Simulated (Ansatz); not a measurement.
**Run report: Hf2S, geometry relaxation (part 1 of 2)**

The run: geometry relaxation of Hf2S (6 atoms in the cell). Method and program: DFT r2SCAN, scalar-relativistic, plane waves, PAW, no spin polarisation (Ansatz 0.2.0).

The structure derives from a Materials Project entry. It belongs to a series of runs on one base structure; here: dispersion relaxed: r2SCAN, none.

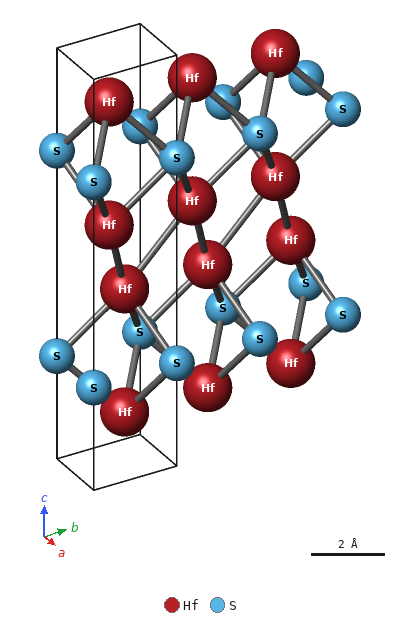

*The input geometry (ball-and-stick view of the cell of the calculation, repeated 1 × 3 × 1, seen slightly off an axis). An atom can appear more than once, as a periodic image.*

Near neighbours in the periodic cell (some may lie outside the picture): Hf has 3 Hf at 3.05 Å and 3 S at 2.62 Å; S has 6 Hf at 2.62 Å.

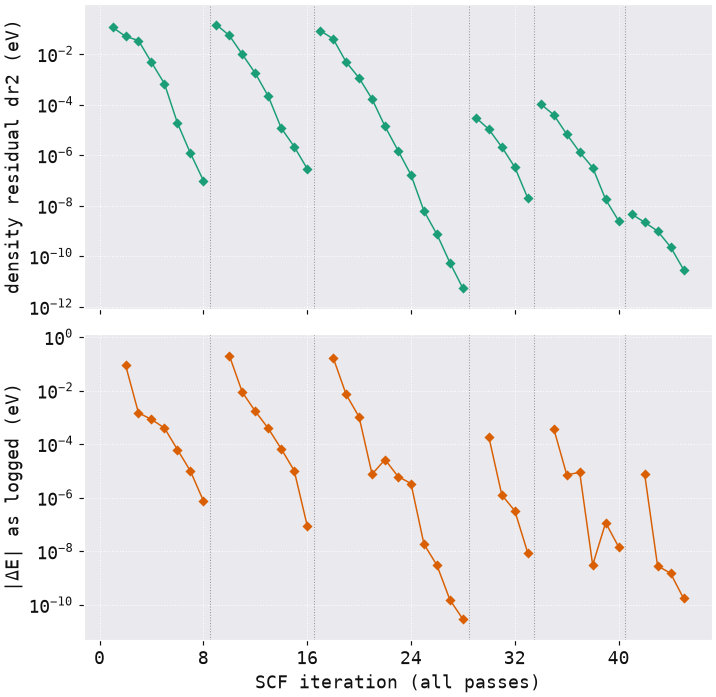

*Convergence of the self-consistent field: density residual dr2 and size of the energy change against the SCF iteration. The dotted lines part the SCF passes of the relaxation: geometry steps, rejected trials and re-solves on a re-selected basis.*

The 6 passes take 5 to 12 iterations each, 45 in all.

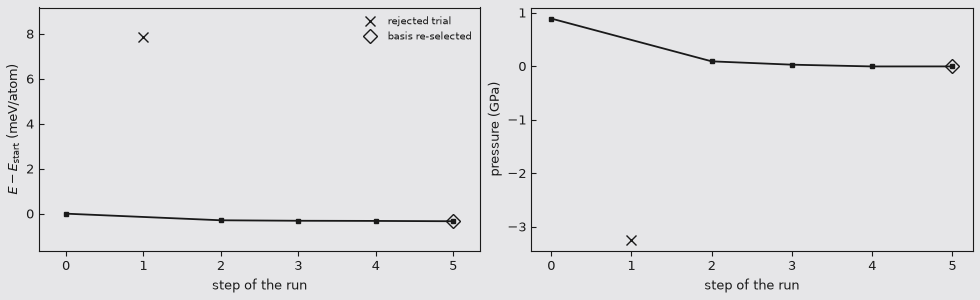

*Progress of the relaxation, step by step (the first geometry is step 0 here and step 1 in the log).*

Over 4 geometry steps the energy falls by 0.3 meV per atom. The largest force component goes from 0.015 to 0.0026 eV/Å. Pressure: 0.89 GPa at the start and 0.00 GPa at the end. The line search rejected the trial step at point 1 (counted from 0) and went back. No atom moves by more than 0.005 Å relative to the cell. Cell: a = b 3.374 → 3.382 Å (+0.2 %), c 11.717 → 11.740 Å (+0.2 %). Volume +0.6 %. Distances before and after: Hf1–Hf4 3.051 → 3.058 Å, Hf1–S5 2.622 → 2.627 Å. The space group stays P6_3/mmc (No. 194). A last SCF at the same geometry on a re-selected plane-wave basis shifts the energy by next to nothing (0.0 meV per atom). (Atoms are counted from 1 in the order of the input.)

The input that produced these results follows, with the program's output.

Input file
```yaml
crystal:
  lattice:
    - [3.3742737662, 0.0, 0.0]
    - [-1.6871368831, 2.9222068008, 0.0]
    - [0.0, 0.0, 11.71740703]
  atoms:
    - { symbol: Hf, position: [0.6666666667, 0.3333333333, 0.89981164] }
    - { symbol: Hf, position: [0.3333333333, 0.6666666667, 0.39981164] }
    - { symbol: Hf, position: [0.6666666667, 0.3333333333, 0.60018836] }
    - { symbol: Hf, position: [0.3333333333, 0.6666666667, 0.10018836] }
    - { symbol: S, position: [0.0, 0.0, 0.75] }
    - { symbol: S, position: [0.0, 0.0, 0.25] }
basis:
  ecutwfc: 500
kpoints:
  mp_grid: { grid: [12, 12, 4] }
hamiltonian:
  xc: r2scan
scf:
  occupations: { method: gaussian, width: 0.1 }
output:
  forces: true
  stress: true
  eigenvalues: true
relax:
  adjacent_minimum: "off"
  f_tol: 0.01
  max_steps: 60
  cell: { stress_tol: 0.05 }
```

Command:
```bash
ansatz run input.yaml --threads 1 --pin off --max-ram 2560MiB --backend cpu --events-out ev --progress --plain --runs-dir out
```

Log
```
Engine: ansatz 0.2.0, aarch64-unknown-linux-gnu
Pseudopotentials: kind: paw
Pseudopotential: Hf, paw, valence charge 26, recommended cutoff 500 eV (meta_gga), Hf.paw.azcp
Pseudopotential: S, paw, valence charge 6, recommended cutoff 500 eV (meta_gga), S.paw.azcp
Functional definition: r2SCAN
  parameter k0 = 0.174
  parameter k1 = 0.065
  parameter a1 = 4.9479
  exchange = r2scan_x(k0 = k0, k1 = k1, a1 = a1)
  correlation = r2scan_c
Crystal: 6 atoms, lattice volume = 115.537 Å³
Basis set: ecut = 500 eV, 2923 PW (Γ), exchange–correlation on 100×100×360 points (64 copies of the dense FFT grid, shifted against one another)
Bands: 70, of which v1, the nominal top of the filled ones, is band 58 counted from 1 (57 counted from 0)
Symmetry: 24 space group operations
Space group: P63/mmc (ITA 194), of the structure as read, at distance tolerance 4.9e-5 Å
k-points: 57 of 576
Non-local potential: Hf, projectors of the file, l = 0: 3, l = 1: 2, l = 2: 2, l = 3: 3
Non-local potential: S, projectors of the file, l = 0: 2, l = 1: 2, l = 2: 2
PAW form: soft (Blöchl's): semilocal exchange-correlation on the pseudo side does not see the compensation charge
PAW frozen core: Hf, regenerated for the run's functional (the file was generated under x = pbe(κ = 0.804, μ = 0.2195149727645171), c = pbe(β = 0.06672455060314922))
PAW frozen core: S, regenerated for the run's functional (the file was generated under x = pbe(κ = 0.804, μ = 0.2195149727645171), c = pbe(β = 0.06672455060314922))
PAW one-centre angular grid: Hf, 974 points (default); XC on 160 Gauss nodes
PAW one-centre angular grid: S, 302 points (default); XC on 160 Gauss nodes
Initial density: superposition of atomic densities (neutral atoms: chi_scale 0, normalization atom), corrected by the library's trained network
Initial wavefunctions: pseudopotential atomic-orbital guess
Functional: x = r2scan, c = r2scan; τ floored in thin density (d = 2e-4 eV/Å³)
SCF iter   1: F=—  HF=-64750.810096 eV  |F-HF|=—  |Δ(HF+E_count)|=         —  Δρ=9.13e-3  dr2=1.14e-1  dr2_τ=1.14e-1  ethr=1.77e-3  ⟨swp⟩=5.1  Hψ=12961  notcnv=0  defer=12
preconditioner: auto → Kerker (q_TF=auto, 2.730 Å⁻¹)  [metal: Δε(μ)=0.008 eV  Ē_g=17.995 eV  σ=0.100 eV  W_gap=0.05  n_scr=52 (ndim 8)  ℏωp=35.9 eV  f_vac=0.000  D(μ)=2.72/eV (n_scr^D=6)]
SCF iter   2: F=—  HF=-64750.899989 eV  |F-HF|=—  |Δ(HF+E_count)|=   8.99e-2  Δρ=5.39e-3  dr2=5.03e-2  dr2_τ=4.28e-3  ethr=9.80e-5  ⟨swp⟩=2.0  Hψ=8307  notcnv=0  defer=300
SCF iter   3: F=—  HF=-64750.898527 eV  |F-HF|=—  |Δ(HF+E_count)|=   1.46e-3  Δρ=4.09e-3  dr2=3.42e-2  dr2_τ=7.08e-4  ethr=4.33e-5  ⟨swp⟩=2.0  Hψ=5286  notcnv=0  defer=300
SCF iter   4: F=—  HF=-64750.899364 eV  |F-HF|=—  |Δ(HF+E_count)|=   8.37e-4  Δρ=9.65e-4  dr2=4.70e-3  dr2_τ=9.06e-5  ethr=2.94e-5  ⟨swp⟩=2.0  Hψ=6084  notcnv=0  defer=300
SCF iter   5: F=—  HF=-64750.898965 eV  |F-HF|=—  |Δ(HF+E_count)|=   3.99e-4  Δρ=3.62e-4  dr2=6.74e-4  dr2_τ=7.38e-6  ethr=4.05e-6  ⟨swp⟩=2.0  Hψ=4351  notcnv=0  defer=300
SCF iter   6: F=—  HF=-64750.898902 eV  |F-HF|=—  |Δ(HF+E_count)|=   6.26e-5  Δρ=9.85e-5  dr2=1.88e-5  dr2_τ=3.57e-7  ethr=5.81e-7  ⟨swp⟩=2.0  Hψ=6085  notcnv=0  defer=300
SCF iter   7: F=—  HF=-64750.898912 eV  |F-HF|=—  |Δ(HF+E_count)|=   9.90e-6  Δρ=2.91e-5  dr2=1.20e-6  dr2_τ=2.76e-8  ethr=1.62e-8  ⟨swp⟩=2.0  Hψ=6692  notcnv=0  defer=300
SCF iter   8: F=-64750.898913 eV  HF=-64750.898913 eV  |F-HF|=1.20e-8  |Δ(HF+E_count)|=   7.66e-7  Δρ=8.23e-6  dr2=9.90e-8  dr2_τ=3.81e-9  ethr=8.62e-11  ⟨swp⟩=8.2  Hψ=21012  notcnv=0
SCF 1 converged in 8 iterations: F = -64750.898913 eV  dr2 = 9.90e-8
  greatest PAW one-centre occupation: 0.998 electrons in one spin orbital (limit 2), on the Hf atom at site 3 (counted from 0), in its partial waves of l = 3
relax step   1: F+E_penalty+E_count = -64750.89891306 eV  Δ(F+E_penalty+E_count) = +0.000e0 eV  max|allowed force component| = 1.531e-2 eV/Å  Δτ_max = 0.0000 Å  P = +0.891 GPa  Ω = 115.537 Å³  (8 SCF iters, dr2 threshold 1.00e-7 eV, accepted)
Crystal: 6 atoms, lattice volume = 119.097 Å³
Basis set: ecut = 500 eV, 3031 PW (Γ), exchange–correlation on 100×100×360 points (64 copies of the dense FFT grid, shifted against one another)
Initial density: handed on by an earlier stage of this run
Initial wavefunctions: those handed on with the density
iter 1 solved again at ethr=1.26e-4 eV; its pass at ethr=3.10e-3 eV (dr2=1.46e-1 eV) is discarded
SCF iter   1: F=—  HF=-64750.660754 eV  |F-HF|=—  |Δ(HF+E_count)|=         —  Δρ=5.06e-3  dr2=1.45e-1  dr2_τ=3.45e-1  ethr=1.26e-4  ⟨swp⟩=1.5  Hψ=17969  notcnv=0
preconditioner: auto → Kerker (q_TF=auto, 2.716 Å⁻¹)  [metal: Δε(μ)=0.003 eV  Ē_g=17.795 eV  σ=0.100 eV  W_gap=0.02  n_scr=52 (ndim 8)  ℏωp=35.4 eV  f_vac=0.000  D(μ)=2.46/eV (n_scr^D=6)]
SCF iter   2: F=—  HF=-64750.862360 eV  |F-HF|=—  |Δ(HF+E_count)|=   2.02e-1  Δρ=2.97e-3  dr2=5.43e-2  dr2_τ=2.81e-4  ethr=1.25e-4  ⟨swp⟩=2.1  Hψ=7604  notcnv=0
SCF iter   3: F=—  HF=-64750.853738 eV  |F-HF|=—  |Δ(HF+E_count)|=   8.62e-3  Δρ=1.17e-3  dr2=9.77e-3  dr2_τ=1.23e-4  ethr=4.68e-5  ⟨swp⟩=2.0  Hψ=5055  notcnv=0
SCF iter   4: F=—  HF=-64750.852060 eV  |F-HF|=—  |Δ(HF+E_count)|=   1.68e-3  Δρ=7.68e-4  dr2=1.74e-3  dr2_τ=5.95e-5  ethr=8.42e-6  ⟨swp⟩=2.0  Hψ=6270  notcnv=0
SCF iter   5: F=—  HF=-64750.851674 eV  |F-HF|=—  |Δ(HF+E_count)|=   3.86e-4  Δρ=4.58e-4  dr2=2.15e-4  dr2_τ=1.73e-5  ethr=1.50e-6  ⟨swp⟩=2.0  Hψ=6274  notcnv=0
SCF iter   6: F=—  HF=-64750.851740 eV  |F-HF|=—  |Δ(HF+E_count)|=   6.64e-5  Δρ=9.33e-5  dr2=1.18e-5  dr2_τ=1.68e-6  ethr=1.86e-7  ⟨swp⟩=2.0  Hψ=6502  notcnv=0
SCF iter   7: F=—  HF=-64750.851751 eV  |F-HF|=—  |Δ(HF+E_count)|=   1.02e-5  Δρ=3.84e-5  dr2=2.17e-6  dr2_τ=8.20e-8  ethr=1.01e-8  ⟨swp⟩=2.0  Hψ=7303  notcnv=0
SCF iter   8: F=-64750.851750 eV  HF=-64750.851751 eV  |F-HF|=1.37e-7  |Δ(HF+E_count)|=   9.09e-8  Δρ=1.37e-5  dr2=2.91e-7  dr2_τ=1.40e-8  ethr=5.17e-10  ⟨swp⟩=6.8  Hψ=17547  notcnv=0
the search or the solves at the SCF's close seem to have found levels that the self-consistency loop had missed (the run counts 1). By its estimate they hold under 1e-12 electrons; where the run keeps them, the occupations were computed again with them
SCF 2 converged in 8 iterations: F = -64750.851750 eV  dr2 = 2.91e-7
relax step   2: F+E_penalty+E_count = -64750.85175050 eV  Δ(F+E_penalty+E_count) = +4.716e-2 eV  max|allowed force component| = 3.469e-1 eV/Å  Δτ_max = 0.0280 Å  P = -3.243 GPa  Ω = 119.097 Å³  energy of the carried Pulay correction = -4.213e-4 eV  (8 SCF iters, dr2 threshold 6.00e-7 eV, rejected (line search))
Crystal: 6 atoms, lattice volume = 116.198 Å³
Basis set: ecut = 500 eV, 2935 PW (Γ), exchange–correlation on 100×100×360 points (64 copies of the dense FFT grid, shifted against one another)
iter 1 solved again at ethr=7.23e-5 eV; its pass at ethr=3.10e-3 eV (dr2=8.38e-2 eV) is discarded
SCF iter   1: F=—  HF=-64750.739066 eV  |F-HF|=—  |Δ(HF+E_count)|=         —  Δρ=4.06e-3  dr2=8.48e-2  dr2_τ=2.54e-1  ethr=7.23e-5  ⟨swp⟩=1.4  Hψ=17667  notcnv=0
preconditioner: auto → Kerker (q_TF=auto, 2.728 Å⁻¹)  [metal: Δε(μ)=0.037 eV  Ē_g=17.767 eV  σ=0.100 eV  W_gap=0.20  n_scr=52 (ndim 8)  ℏωp=35.8 eV  f_vac=0.000  D(μ)=2.51/eV (n_scr^D=6)]
SCF iter   2: F=—  HF=-64750.908812 eV  |F-HF|=—  |Δ(HF+E_count)|=   1.70e-1  Δρ=2.61e-3  dr2=4.01e-2  dr2_τ=1.61e-4  ethr=7.23e-5  ⟨swp⟩=2.0  Hψ=7950  notcnv=0
SCF iter   3: F=—  HF=-64750.901662 eV  |F-HF|=—  |Δ(HF+E_count)|=   7.15e-3  Δρ=1.06e-3  dr2=4.84e-3  dr2_τ=2.60e-4  ethr=3.46e-5  ⟨swp⟩=2.3  Hψ=5938  notcnv=0
SCF iter   4: F=—  HF=-64750.900634 eV  |F-HF|=—  |Δ(HF+E_count)|=   1.03e-3  Δρ=7.55e-4  dr2=1.13e-3  dr2_τ=7.23e-5  ethr=4.17e-6  ⟨swp⟩=2.0  Hψ=6271  notcnv=0
SCF iter   5: F=—  HF=-64750.900642 eV  |F-HF|=—  |Δ(HF+E_count)|=   7.55e-6  Δρ=3.73e-4  dr2=1.66e-4  dr2_τ=1.43e-5  ethr=9.72e-7  ⟨swp⟩=2.0  Hψ=6270  notcnv=0
SCF iter   6: F=—  HF=-64750.900668 eV  |F-HF|=—  |Δ(HF+E_count)|=   2.64e-5  Δρ=1.09e-4  dr2=1.36e-5  dr2_τ=6.20e-7  ethr=1.43e-7  ⟨swp⟩=2.0  Hψ=6507  notcnv=0
SCF iter   7: F=—  HF=-64750.900674 eV  |F-HF|=—  |Δ(HF+E_count)|=   6.16e-6  Δρ=2.99e-5  dr2=1.52e-6  dr2_τ=5.01e-8  ethr=1.18e-8  ⟨swp⟩=2.0  Hψ=7297  notcnv=0
SCF iter   8: F=—  HF=-64750.900678 eV  |F-HF|=—  |Δ(HF+E_count)|=   3.37e-6  Δρ=1.06e-5  dr2=1.65e-7  dr2_τ=6.24e-9  ethr=1.31e-9  ⟨swp⟩=2.0  Hψ=7293  notcnv=0
SCF iter   9: F=—  HF=-64750.900678 eV  |F-HF|=—  |Δ(HF+E_count)|=   1.83e-8  Δρ=2.75e-6  dr2=6.15e-9  dr2_τ=2.29e-9  ethr=1.42e-10  ⟨swp⟩=2.0  Hψ=7298  notcnv=0
SCF iter  10: F=—  HF=-64750.900678 eV  |F-HF|=—  |Δ(HF+E_count)|=   3.00e-9  Δρ=8.27e-7  dr2=7.34e-10  dr2_τ=4.07e-11  ethr=5.30e-12  ⟨swp⟩=2.0  Hψ=7296  notcnv=0
SCF iter  11: F=—  HF=-64750.900678 eV  |F-HF|=—  |Δ(HF+E_count)|=  1.53e-10  Δρ=2.19e-7  dr2=5.53e-11  dr2_τ=9.23e-12  ethr=1.00e-12  ⟨swp⟩=3.8  Hψ=17552  notcnv=0
SCF iter  12: F=-64750.900678 eV  HF=-64750.900678 eV  |F-HF|=3.64e-11  |Δ(HF+E_count)|=  2.91e-11  Δρ=6.04e-8  dr2=5.36e-12  dr2_τ=1.31e-13  ethr=1.00e-12  ⟨swp⟩=4.0  Hψ=14113  notcnv=0
SCF 3 converged in 12 iterations: F = -64750.900678 eV  dr2 = 5.36e-12
relax step   3: F+E_penalty+E_count = -64750.90067779 eV  Δ(F+E_penalty+E_count) = -1.765e-3 eV  max|allowed force component| = 2.733e-2 eV/Å  Δτ_max = 0.0032 Å  P = +0.091 GPa  Ω = 116.198 Å³  energy of the carried Pulay correction = -7.913e-5 eV  (12 SCF iters, accepted)
Crystal: 6 atoms, lattice volume = 116.242 Å³
iter 1 solved again at ethr=2.71e-8 eV; its pass at ethr=3.10e-3 eV (dr2=3.14e-5 eV) is discarded
SCF iter   1: F=—  HF=-64750.900626 eV  |F-HF|=—  |Δ(HF+E_count)|=         —  Δρ=1.43e-4  dr2=3.05e-5  dr2_τ=3.47e-4  ethr=2.71e-8  ⟨swp⟩=2.0  Hψ=16631  notcnv=0
preconditioner: auto → Kerker (q_TF=auto, 2.727 Å⁻¹)  [metal: Δε(μ)=0.009 eV  Ē_g=17.775 eV  σ=0.100 eV  W_gap=0.05  n_scr=52 (ndim 8)  ℏωp=35.8 eV  f_vac=0.000  D(μ)=2.67/eV (n_scr^D=6)]
SCF iter   2: F=—  HF=-64750.900807 eV  |F-HF|=—  |Δ(HF+E_count)|=   1.81e-4  Δρ=7.33e-5  dr2=1.05e-5  dr2_τ=2.51e-7  ethr=2.63e-8  ⟨swp⟩=2.0  Hψ=7299  notcnv=0
SCF iter   3: F=—  HF=-64750.900806 eV  |F-HF|=—  |Δ(HF+E_count)|=   1.26e-6  Δρ=2.52e-5  dr2=2.08e-6  dr2_τ=7.41e-8  ethr=9.04e-9  ⟨swp⟩=2.0  Hψ=4500  notcnv=0
SCF iter   4: F=—  HF=-64750.900806 eV  |F-HF|=—  |Δ(HF+E_count)|=   3.22e-7  Δρ=1.39e-5  dr2=3.33e-7  dr2_τ=1.76e-8  ethr=1.80e-9  ⟨swp⟩=2.0  Hψ=4502  notcnv=0
SCF iter   5: F=-64750.900806 eV  HF=-64750.900806 eV  |F-HF|=2.25e-8  |Δ(HF+E_count)|=   8.54e-9  Δρ=4.03e-6  dr2=1.97e-8  dr2_τ=1.35e-9  ethr=7.89e-11  ⟨swp⟩=4.7  Hψ=14809  notcnv=0
SCF 4 converged in 5 iterations: F = -64750.900806 eV  dr2 = 1.97e-8
  greatest PAW one-centre occupation: 0.998 electrons in one spin orbital (limit 2), on the Hf atom at site 2 (counted from 0), in its partial waves of l = 3
relax step   4: F+E_penalty+E_count = -64750.90080568 eV  Δ(F+E_penalty+E_count) = -1.279e-4 eV  max|allowed force component| = 1.652e-2 eV/Å  Δτ_max = 0.0010 Å  P = +0.029 GPa  Ω = 116.242 Å³  energy of the carried Pulay correction = -8.440e-5 eV  (5 SCF iters, dr2 threshold 9.15e-8 eV, accepted)
Crystal: 6 atoms, lattice volume = 116.269 Å³
iter 1 solved again at ethr=9.44e-8 eV; its pass at ethr=3.10e-3 eV (dr2=1.10e-4 eV) is discarded
```
